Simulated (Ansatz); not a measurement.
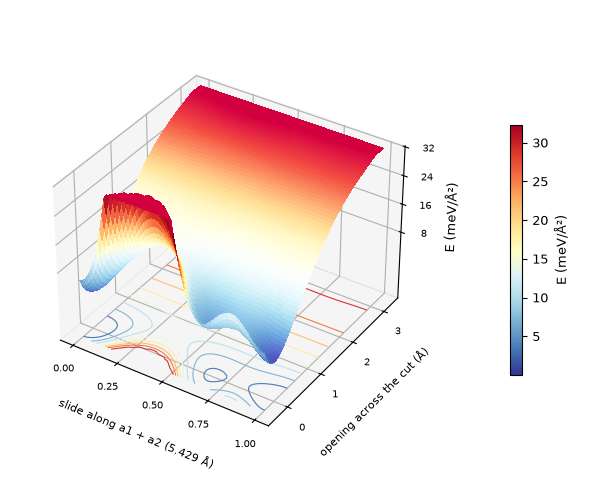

Energy landscape of MoS₂ (R-3m, No. 166; 9 atoms in the cell). Rigid slide and opening across a plane, one cut a cell; the plane is (0 0 1) of the conventional cell, and the faces at the cut hold S and S. Coordinates scanned: (1) slide along a1 + a2 (5.429 Å); (2) opening across the cut. Nothing is relaxed (rigid halves). The scan uses a 12 × 7 grid. Points are written as (first, second). Energies: meV/Å², counted from the lowest grid point. All numbers below come from DFT PBE+D3(BJ), scalar-relativistic, plane waves, PAW in Ansatz 0.2.0. Settings: cutoff 420 eV, k-mesh 14×14×3 in the order of the run's cell vectors, gaussian smearing 0.15 eV, no spin polarisation.

Drawn: a relief with its contours projected below, any walls above the top of the colour scale cut off. Between grid points the surface is interpolated. 

### Summarise what can be read from the map.

The lowest grid point is at (0.000, 0.0 Å). There is a further well near (0.667, 0.0 Å) (3.3 meV/Å² above the lowest at that grid point). The highest grid point, (0.333, −0.3 Å), lies 76.9 meV/Å² above the lowest. On the interpolated surface the easiest way out of the lowest well to the well at (0.667, 0.0 Å) passes a barrier of about 4.6 meV/Å².

Each point was launched as `ansatz run input.yaml --threads 4 --pin off --max-ram 8192MiB --backend cpu --events-out ev --progress --plain --runs-dir out`. Time for the 84 points that were run: 19 min on 4 threads of AMD EPYC 7R43 64-Core Processor (Zen 3), with other jobs on the host.

PAW datasets: the set soft_1.
